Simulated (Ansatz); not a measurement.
# Residual resistivity of an alloy: Cu(111) with 4 layers of random Cu-Zn, 2x2, part 2 of 2

Wanted: resistance against the alloy's length, first Cu(111) with 4 layers of random Cu-Zn, 2x2.

Ansatz 0.2.0; Ansatz plane-wave DFT, PBE, PAW files; ballistic transport by layer matching (Landauer), zero bias; PAW set soft_1.

So far. Step 2 (With 4 alloy layers): Over the solved energies the transmission per spin lies between 3.00 and 3.05, out of 3.21 channels of the lead on average (up to 3.21).

### Step 3. With 8 alloy layers

System of this step: Cu(111) with 8 layers of random Cu-Zn, 2x2. The cell holds 56 atoms: 52 Cu and 4 Zn. Its edges and angles: a = 5.112 Å, b = 5.112 Å, c = 29.257 Å, α = 87.5°, β = 92.5°, γ = 120.0°. It derives from Cu. Regions: lead, 24 atoms (24 Cu); scattering region, 32 atoms (28 Cu and 4 Zn). The structure is stacked along c, and the current runs across the ab planes.

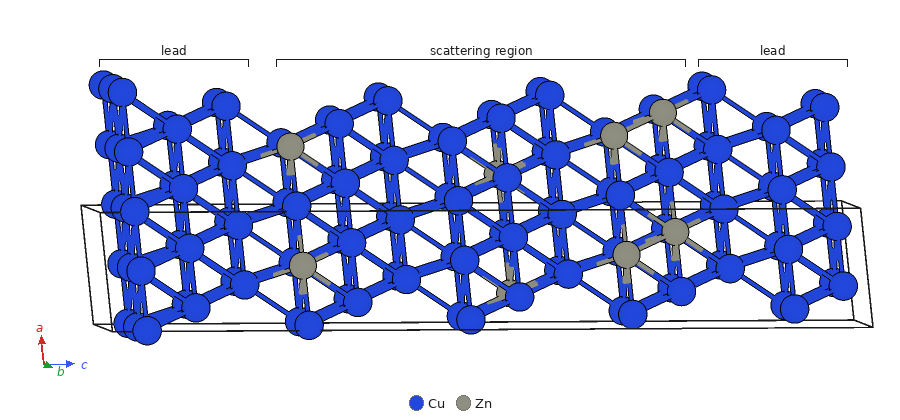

The cell of this step (copper blue, zinc grey). 2×1×1 cells are drawn. Some periodic images of atoms are drawn too.

The input, input.yaml:

```yaml
crystal:
  lattice:
    - [5.1123254594, 0.0, 0.0]
    - [-2.5561627297, 4.4274037203, 0.0]
    - [-1.2780813649, 0.73790062, 29.2193738075]
  atoms:
    - { symbol: Cu, position: [0.005952381, 0.994047619, 0.0357142857] }
    - { symbol: Cu, position: [0.005952381, 0.494047619, 0.0357142857] }
    - { symbol: Cu, position: [0.505952381, 0.994047619, 0.0357142857] }
    - { symbol: Cu, position: [0.505952381, 0.494047619, 0.0357142857] }
    - { symbol: Cu, position: [0.1845238095, 0.3154761905, 0.1071428571] }
    - { symbol: Cu, position: [0.1845238095, 0.8154761905, 0.1071428571] }
    - { symbol: Cu, position: [0.6845238095, 0.3154761905, 0.1071428571] }
    - { symbol: Cu, position: [0.6845238095, 0.8154761905, 0.1071428571] }
    - { symbol: Cu, position: [0.3630952381, 0.1369047619, 0.1785714286] }
    - { symbol: Cu, position: [0.3630952381, 0.6369047619, 0.1785714286] }
    - { symbol: Cu, position: [0.8630952381, 0.1369047619, 0.1785714286] }
    - { symbol: Cu, position: [0.8630952381, 0.6369047619, 0.1785714286] }
    - { symbol: Cu, position: [0.0416666667, 0.9583333333, 0.25] }
    - { symbol: Cu, position: [0.0416666667, 0.4583333333, 0.25] }
    - { symbol: Zn, position: [0.5416666667, 0.9583333333, 0.25] }
    - { symbol: Cu, position: [0.5416666667, 0.4583333333, 0.25] }
    - { symbol: Cu, position: [0.2202380952, 0.2797619048, 0.3214285714] }
    - { symbol: Cu, position: [0.2202380952, 0.7797619048, 0.3214285714] }
    - { symbol: Cu, position: [0.7202380952, 0.2797619048, 0.3214285714] }
    - { symbol: Cu, position: [0.7202380952, 0.7797619048, 0.3214285714] }
    - { symbol: Cu, position: [0.3988095238, 0.1011904762, 0.3928571429] }
    - { symbol: Cu, position: [0.3988095238, 0.6011904762, 0.3928571429] }
    - { symbol: Cu, position: [0.8988095238, 0.1011904762, 0.3928571429] }
    - { symbol: Cu, position: [0.8988095238, 0.6011904762, 0.3928571429] }
    - { symbol: Cu, position: [0.0773809524, 0.9226190476, 0.4642857143] }
    - { symbol: Cu, position: [0.0773809524, 0.4226190476, 0.4642857143] }
    - { symbol: Cu, position: [0.5773809524, 0.9226190476, 0.4642857143] }
    - { symbol: Cu, position: [0.5773809524, 0.4226190476, 0.4642857143] }
    - { symbol: Zn, position: [0.255952381, 0.244047619, 0.5357142857] }
    - { symbol: Cu, position: [0.255952381, 0.744047619, 0.5357142857] }
    - { symbol: Cu, position: [0.755952381, 0.244047619, 0.5357142857] }
    - { symbol: Cu, position: [0.755952381, 0.744047619, 0.5357142857] }
    - { symbol: Cu, position: [0.4345238095, 0.0654761905, 0.6071428571] }
    - { symbol: Cu, position: [0.4345238095, 0.5654761905, 0.6071428571] }
    - { symbol: Cu, position: [0.9345238095, 0.0654761905, 0.6071428571] }
    - { symbol: Cu, position: [0.9345238095, 0.5654761905, 0.6071428571] }
    - { symbol: Cu, position: [0.1130952381, 0.8869047619, 0.6785714286] }
    - { symbol: Cu, position: [0.1130952381, 0.3869047619, 0.6785714286] }
    - { symbol: Zn, position: [0.6130952381, 0.8869047619, 0.6785714286] }
    - { symbol: Cu, position: [0.6130952381, 0.3869047619, 0.6785714286] }
    - { symbol: Cu, position: [0.2916666667, 0.2083333333, 0.75] }
    - { symbol: Cu, position: [0.2916666667, 0.7083333333, 0.75] }
    - { symbol: Cu, position: [0.7916666667, 0.2083333333, 0.75] }
    - { symbol: Zn, position: [0.7916666667, 0.7083333333, 0.75] }
    - { symbol: Cu, position: [0.4702380952, 0.0297619048, 0.8214285714] }
    - { symbol: Cu, position: [0.4702380952, 0.5297619048, 0.8214285714] }
    - { symbol: Cu, position: [0.9702380952, 0.0297619048, 0.8214285714] }
    - { symbol: Cu, position: [0.9702380952, 0.5297619048, 0.8214285714] }
    - { symbol: Cu, position: [0.1488095238, 0.8511904762, 0.8928571429] }
    - { symbol: Cu, position: [0.1488095238, 0.3511904762, 0.8928571429] }
    - { symbol: Cu, position: [0.6488095238, 0.8511904762, 0.8928571429] }
    - { symbol: Cu, position: [0.6488095238, 0.3511904762, 0.8928571429] }
    - { symbol: Cu, position: [0.3273809524, 0.1726190476, 0.9642857143] }
    - { symbol: Cu, position: [0.3273809524, 0.6726190476, 0.9642857143] }
    - { symbol: Cu, position: [0.8273809524, 0.1726190476, 0.9642857143] }
    - { symbol: Cu, position: [0.8273809524, 0.6726190476, 0.9642857143] }
kpoints:
  mp_grid: { grid: [5, 5, 1] }
hamiltonian:
  xc: pbe
  pseudopotentials: { kind: paw, azcp: { folder: soft_1 } }
scf:
  occupations: { method: fermi_dirac, width: 0.1 }
output:
  transmission:
    leads: [[0, 4]]
    kmesh: [10, 10]
    e_range: [-0.05, 0.05]
    de: 0.05
  write_potential: true
  write_density: true
  volumetric_format: npy
```

The run is started by

```
ansatz run input.yaml --threads 4 --pin off --max-ram 15360MiB --backend cpu --events-out ev --progress --plain --runs-dir out
```

Numbers of over 12 decimals in the logs are rounded to 6 here.

Output:

```text
[...]
Crystal: 56 atoms, lattice volume = 661.361 Å³
Basis set: ecut = 420 eV, 12983 PW (Γ)
Bands: 622, of which v1, the nominal top of the filled ones, is band 518 counted from 1 (517 counted from 0)
Symmetry: 2 space group operations
[...]
k-points: 9 of 25 (time reversal used)
[...]
SCF iter   1: F=—  HF=-357839.543681 eV  |F-HF|=—  |Δ(HF+E_count)|=         —  Δρ=2.75e-1  dr2=3.18e2  ethr=3.10e-3  ⟨swp⟩=5.4  Hψ=20628  notcnv=0  defer=83
[...]
SCF iter  16: F=-357786.701929 eV  HF=-357786.701929 eV  |F-HF|=4.84e-8  |Δ(HF+E_count)|=  2.91e-10  Δρ=2.20e-6  dr2=3.84e-8  ethr=9.65e-12  ⟨swp⟩=1.0  Hψ=11214  notcnv=0
SCF 1 converged in 16 iterations: F = -357786.701929 eV  dr2 = 3.84e-8
[...]
transmission: 141 of 1364 steps passed
transmission: 273 of 1364 steps passed
[...]
transmission: 1364 of 1364 steps passed
SCF converged after 16 iterations
Free energy (F): -357786.701929 eV
[...]
Internal energy: -357786.077025 eV  (E = F + TS)
E sigma→0 (E₀):  -357786.389477 eV
Entropy (-TS):   -0.624903 eV (-11.159 meV/atom)
Fermi energy:    16.244994 eV
[...]
--- Band table (eV; the first three rows and the last of 9) ---
  k-point 0: bands = [... 514 lower, 16.2432, 16.5017, 16.5432, 16.5553, 16.5794, 16.6646, 16.7692, 16.8915, ... 100 higher]
  k-point 1: bands = [... 514 lower, 15.9100, 15.9711, 16.0146, 16.1343, 16.1513, 16.2474, 16.2979, 16.3587, ... 100 higher]
  k-point 2: bands = [... 514 lower, 16.0004, 16.0291, 16.0943, 16.1804, 16.2476, 16.3401, 16.3794, 16.5421, ... 100 higher]
  k-point 8: bands = [... 514 lower, 15.9083, 16.0105, 16.0112, 16.1126, 16.1406, 16.3519, 16.4654, 16.4770, ... 100 higher]
--- Transmission ---
  basis      : 199 plane waves across, 44 finite elements along
  points     : 31, standing for a mesh of 10 x 10
[...]
channels       : 3.210000e0 a spin
[...]
junction   : crystal 0 to crystal 0, 0.70 to 27.83 Å
    transmission   : 2.925705e0 a spin
[...]
```

Elapsed: 11 min, on 4 threads of Arm Neoverse V1, shared host; peak memory 7.7 GiB; 42 min of CPU time.

Numbers from this step:

| Quantity | Value |
| --- | --- |
| free energy | -357786.7019 eV |
| energy at zero smearing | -357786.3895 eV |
| Fermi energy | 16.24 eV |
| transmission per spin nearest the Fermi level | 2.926 |
| step of the lead's potential | 13.2 meV |

Per spin. Table of transmission, zone mean by energy, zero at the Fermi level:

| energy (eV) | transmission, zone mean |
| --- | --- |
| -0.0500 | 2.88 |
| 0.0000 | 2.93 |
| 0.0500 | 2.85 |

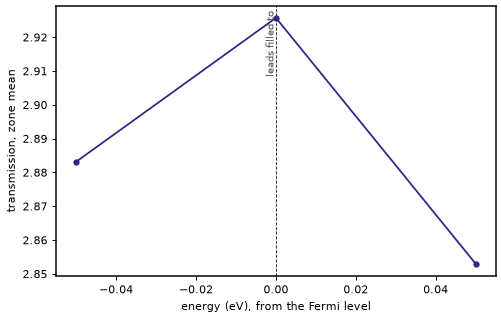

Transmission, zone mean against energy.

Over the solved energies the transmission per spin lies between 2.85 and 2.93, out of 3.21 channels of the lead on average (up to 3.21).

### Step 4. With 12 alloy layers

System of this step: Cu(111) with 12 layers of random Cu-Zn, 2x2. The cell holds 72 atoms: 66 Cu and 6 Zn. Cell: a = 5.112 Å, b = 5.112 Å, c = 37.568 Å, α = 90.0°, β = 90.0°, γ = 120.0°. It derives from Cu. Regions: lead, 24 atoms (24 Cu); scattering region, 48 atoms (42 Cu and 6 Zn). The structure is stacked along c, and the current runs across the ab planes.

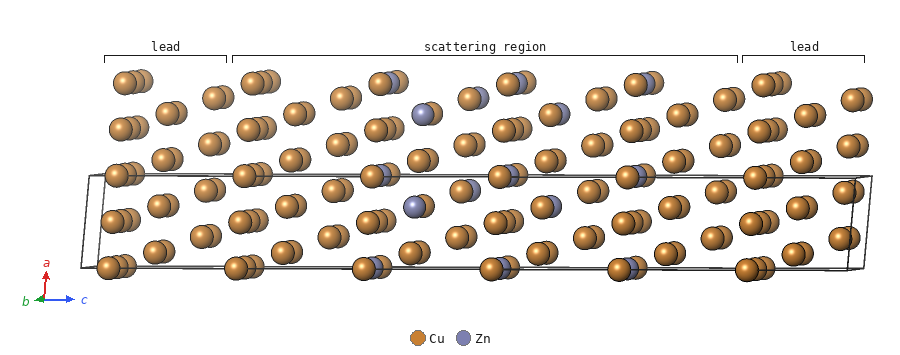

The cell of this step (copper orange, zinc blue). 2×1×1 cells are drawn. Some periodic images of atoms are drawn too.

The input, input.yaml:

```yaml
crystal:
  lattice:
    - [5.1123254594, 0.0, 0.0]
    - [-2.5561627297, 4.4274037203, 0.0]
    - [0.0, 0.0, 37.567766324]
  atoms:
    - { symbol: Cu, position: [0.0, 0.0, 0.0277777778] }
    - { symbol: Cu, position: [0.0, 0.5, 0.0277777778] }
    - { symbol: Cu, position: [0.5, 0.0, 0.0277777778] }
    - { symbol: Cu, position: [0.5, 0.5, 0.0277777778] }
    - { symbol: Cu, position: [0.1666666667, 0.3333333333, 0.0833333333] }
    - { symbol: Cu, position: [0.1666666667, 0.8333333333, 0.0833333333] }
    - { symbol: Cu, position: [0.6666666667, 0.3333333333, 0.0833333333] }
    - { symbol: Cu, position: [0.6666666667, 0.8333333333, 0.0833333333] }
    - { symbol: Cu, position: [0.3333333333, 0.1666666667, 0.1388888889] }
    - { symbol: Cu, position: [0.3333333333, 0.6666666667, 0.1388888889] }
    - { symbol: Cu, position: [0.8333333333, 0.1666666667, 0.1388888889] }
    - { symbol: Cu, position: [0.8333333333, 0.6666666667, 0.1388888889] }
    - { symbol: Cu, position: [0.0, 0.0, 0.1944444444] }
    - { symbol: Cu, position: [0.0, 0.5, 0.1944444444] }
    - { symbol: Cu, position: [0.5, 0.0, 0.1944444444] }
    - { symbol: Cu, position: [0.5, 0.5, 0.1944444444] }
    - { symbol: Cu, position: [0.1666666667, 0.3333333333, 0.25] }
    - { symbol: Cu, position: [0.1666666667, 0.8333333333, 0.25] }
    - { symbol: Cu, position: [0.6666666667, 0.3333333333, 0.25] }
    - { symbol: Cu, position: [0.6666666667, 0.8333333333, 0.25] }
    - { symbol: Cu, position: [0.3333333333, 0.1666666667, 0.3055555556] }
    - { symbol: Cu, position: [0.3333333333, 0.6666666667, 0.3055555556] }
    - { symbol: Cu, position: [0.8333333333, 0.1666666667, 0.3055555556] }
    - { symbol: Cu, position: [0.8333333333, 0.6666666667, 0.3055555556] }
    - { symbol: Cu, position: [0.0, 0.0, 0.3611111111] }
    - { symbol: Zn, position: [0.0, 0.5, 0.3611111111] }
    - { symbol: Cu, position: [0.5, 0.0, 0.3611111111] }
    - { symbol: Cu, position: [0.5, 0.5, 0.3611111111] }
    - { symbol: Cu, position: [0.1666666667, 0.3333333333, 0.4166666667] }
    - { symbol: Cu, position: [0.1666666667, 0.8333333333, 0.4166666667] }
    - { symbol: Cu, position: [0.6666666667, 0.3333333333, 0.4166666667] }
    - { symbol: Zn, position: [0.6666666667, 0.8333333333, 0.4166666667] }
    - { symbol: Cu, position: [0.3333333333, 0.1666666667, 0.4722222222] }
    - { symbol: Cu, position: [0.3333333333, 0.6666666667, 0.4722222222] }
    - { symbol: Zn, position: [0.8333333333, 0.1666666667, 0.4722222222] }
    - { symbol: Cu, position: [0.8333333333, 0.6666666667, 0.4722222222] }
    - { symbol: Cu, position: [0.0, 0.0, 0.5277777778] }
    - { symbol: Zn, position: [0.0, 0.5, 0.5277777778] }
    - { symbol: Cu, position: [0.5, 0.0, 0.5277777778] }
    - { symbol: Cu, position: [0.5, 0.5, 0.5277777778] }
    - { symbol: Cu, position: [0.1666666667, 0.3333333333, 0.5833333333] }
    - { symbol: Cu, position: [0.1666666667, 0.8333333333, 0.5833333333] }
    - { symbol: Zn, position: [0.6666666667, 0.3333333333, 0.5833333333] }
    - { symbol: Cu, position: [0.6666666667, 0.8333333333, 0.5833333333] }
    - { symbol: Cu, position: [0.3333333333, 0.1666666667, 0.6388888889] }
    - { symbol: Cu, position: [0.3333333333, 0.6666666667, 0.6388888889] }
    - { symbol: Cu, position: [0.8333333333, 0.1666666667, 0.6388888889] }
    - { symbol: Cu, position: [0.8333333333, 0.6666666667, 0.6388888889] }
    - { symbol: Cu, position: [0.0, 0.0, 0.6944444444] }
    - { symbol: Zn, position: [0.0, 0.5, 0.6944444444] }
    - { symbol: Cu, position: [0.5, 0.0, 0.6944444444] }
    - { symbol: Cu, position: [0.5, 0.5, 0.6944444444] }
    - { symbol: Cu, position: [0.1666666667, 0.3333333333, 0.75] }
    - { symbol: Cu, position: [0.1666666667, 0.8333333333, 0.75] }
    - { symbol: Cu, position: [0.6666666667, 0.3333333333, 0.75] }
    - { symbol: Cu, position: [0.6666666667, 0.8333333333, 0.75] }
    - { symbol: Cu, position: [0.3333333333, 0.1666666667, 0.8055555556] }
    - { symbol: Cu, position: [0.3333333333, 0.6666666667, 0.8055555556] }
    - { symbol: Cu, position: [0.8333333333, 0.1666666667, 0.8055555556] }
    - { symbol: Cu, position: [0.8333333333, 0.6666666667, 0.8055555556] }
    - { symbol: Cu, position: [0.0, 0.0, 0.8611111111] }
    - { symbol: Cu, position: [0.0, 0.5, 0.8611111111] }
    - { symbol: Cu, position: [0.5, 0.0, 0.8611111111] }
    - { symbol: Cu, position: [0.5, 0.5, 0.8611111111] }
    - { symbol: Cu, position: [0.1666666667, 0.3333333333, 0.9166666667] }
    - { symbol: Cu, position: [0.1666666667, 0.8333333333, 0.9166666667] }
    - { symbol: Cu, position: [0.6666666667, 0.3333333333, 0.9166666667] }
    - { symbol: Cu, position: [0.6666666667, 0.8333333333, 0.9166666667] }
    - { symbol: Cu, position: [0.3333333333, 0.1666666667, 0.9722222222] }
    - { symbol: Cu, position: [0.3333333333, 0.6666666667, 0.9722222222] }
    - { symbol: Cu, position: [0.8333333333, 0.1666666667, 0.9722222222] }
    - { symbol: Cu, position: [0.8333333333, 0.6666666667, 0.9722222222] }
kpoints:
  mp_grid: { grid: [5, 5, 1] }
hamiltonian:
  xc: pbe
  pseudopotentials: { kind: paw, azcp: { folder: soft_1 } }
scf:
  occupations: { method: fermi_dirac, width: 0.1 }
output:
  transmission:
    leads: [[0, 4]]
    kmesh: [10, 10]
    e_range: [-0.05, 0.05]
    de: 0.05
  write_potential: true
  write_density: true
  volumetric_format: npy
```

Output:

```text
[...]
Crystal: 72 atoms, lattice volume = 850.321 Å³
Basis set: ecut = 420 eV, 16727 PW (Γ)
Bands: 796, of which v1, the nominal top of the filled ones, is band 663 counted from 1 (662 counted from 0)
Symmetry: 1 space group operations
[...]
k-points: 13 of 25 (time reversal used)
[...]
SCF iter   1: F=—  HF=-457245.621300 eV  |F-HF|=—  |Δ(HF+E_count)|=         —  Δρ=2.76e-1  dr2=4.05e2  ethr=3.10e-3  ⟨swp⟩=5.5  Hψ=38925  notcnv=0  defer=259
[...]
SCF iter  18: F=-457177.768673 eV  HF=-457177.768673 eV  |F-HF|=6.32e-8  |Δ(HF+E_count)|=   4.71e-9  Δρ=9.06e-7  dr2=6.26e-8  ethr=7.54e-12  ⟨swp⟩=8.3  Hψ=39493  notcnv=0
SCF 1 converged in 18 iterations: F = -457177.768673 eV  dr2 = 6.26e-8
[...]
transmission: 298 of 2964 steps passed
transmission: 596 of 2964 steps passed
[...]
transmission: 2964 of 2964 steps passed
SCF converged after 18 iterations
Free energy (F): -457177.768673 eV
[...]
Internal energy: -457177.088955 eV  (E = F + TS)
E sigma→0 (E₀):  -457177.428814 eV
Entropy (-TS):   -0.679718 eV (-9.441 meV/atom)
Fermi energy:    16.274749 eV
[...]
--- Band table (eV; the first three rows and the last of 13) ---
  k-point 0: bands = [... 659 lower, 16.3419, 16.4095, 16.4381, 16.4664, 16.5525, 16.6484, 16.6550, 16.7164, ... 129 higher]
  k-point 1: bands = [... 659 lower, 15.9604, 16.0163, 16.1239, 16.1413, 16.1907, 16.2116, 16.2210, 16.2759, ... 129 higher]
  k-point 2: bands = [... 659 lower, 16.0239, 16.0287, 16.0737, 16.0822, 16.1828, 16.2063, 16.2174, 16.5305, ... 129 higher]
  k-point 12: bands = [... 659 lower, 15.9859, 15.9933, 16.4144, 16.4425, 16.4977, 16.6732, 16.7651, 16.9789, ... 129 higher]
--- Transmission ---
  basis      : 199 plane waves across, 57 finite elements along
  points     : 52, standing for a mesh of 10 x 10
[...]
channels       : 3.210000e0 a spin
[...]
junction   : crystal 0 to crystal 0, 1.39 to 36.87 Å
    transmission   : 2.801695e0 a spin
[...]
```

Wall time 31 min (4 threads); peak memory 8.7 GiB.

Numbers from this step:

* free energy: -457177.7687 eV
* energy at zero smearing: -457177.4288 eV
* Fermi energy: 16.27 eV
* transmission per spin nearest the Fermi level: 2.802
* step of the lead's potential: 2.2 meV

Per spin. The transmission, zone mean by energy, zero at the Fermi level:

| energy (eV) | transmission, zone mean |
| --- | --- |
| -0.0500 | 2.79 |
| 0.0000 | 2.80 |
| 0.0500 | 2.77 |

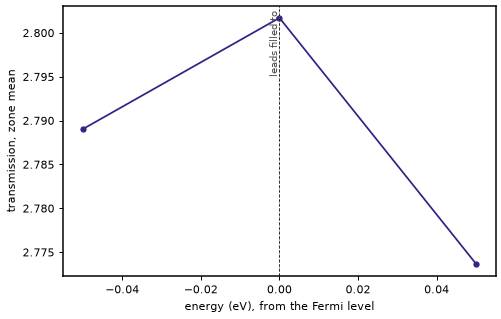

Transmission, zone mean against energy.

Over the solved energies the transmission per spin lies between 2.77 and 2.80, out of 3.21 channels of the lead on average (up to 3.21).

### Step 5. Resistance against length

This step: Ansatz plane-wave DFT, PBE, PAW files; ballistic transport by layer matching (Landauer), zero bias; residual resistivity from the slope of the area resistance, atoms on the host's lattice; PAW set soft_1 (Ansatz 0.2.0).

This step gave:

```
resistivity           : 5.024 µΩ cm
intercept             : 0.01387 fΩ m²
scatter about the fit : 0.002809 fΩ m²
```

Resistance, by row:

| run | length (Å) | T | channels N | RA (fΩ m²) |
| --- | --- | --- | --- | --- |
| n4 | 8.348 | 3.031 | 3.21 | 0.05382 |
| n8 | 16.7 | 2.887 | 3.21 | 0.1017 |
| n12 | 25.05 | 2.788 | 3.21 | 0.1377 |

Area resistance against length of the alloy:

| length of the alloy (Å) | area resistance (fΩ m²) |
| --- | --- |
| 8.35 | 0.0538 |
| 16.70 | 0.102 |
| 25.05 | 0.138 |

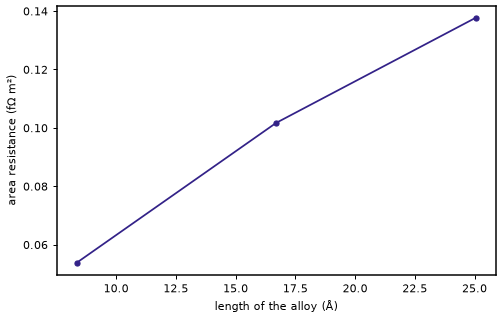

Area resistance, plotted against length of the alloy.

The area resistance goes from 0.054 to 0.14 fΩ m² between 8.3 and 25.0 Å, a slope of 5.0 µΩ cm.

By hand from the end points: (0.1377 − 0.05382) fΩ m² / (25.05 − 8.35) Å = 5.0 µΩ cm, since 1 fΩ m² per Å is 1000 µΩ cm.

### Step 6. What came out

```json
{
 "resistivity from the slope": "5.02 µΩ cm",
 "area resistance over 8.35 Å": "0.0538 fΩ m²",
 "area resistance over 16.7 Å": "0.102 fΩ m²",
 "area resistance over 25.0 Å": "0.138 fΩ m²"
}
```

What this shows: The slope gives 5.0 µΩ cm. The points scatter by 0.0028 fΩ m² about the line, with one random draw a length in a 2x2 cell, so the slope is a rough value. Read with a model of isotropic scattering on a spherical Fermi surface and the lead's 1.1×10¹⁵ S/m², this slope means a mean free path near 159 Å; over these lengths the model's slope is 1.17 times its bulk resistivity, which would be 4.3 µΩ cm. The draw over the shortest length came out nearly ordered, with 8 symmetry operations, so that point is a poor sample of a random alloy. The atoms sit on the host's lattice, so scattering by size misfit is left out.

[Logs are printed without paths, hosts, clocks, repeated set-up lines and the standing remarks that a program may print on its own settings, such as how far it seeks lower states.]

[Hosts, paths, dates, database ids (printed as entryN), source tags and the programs' standing remarks are cut or masked in the printed files.]
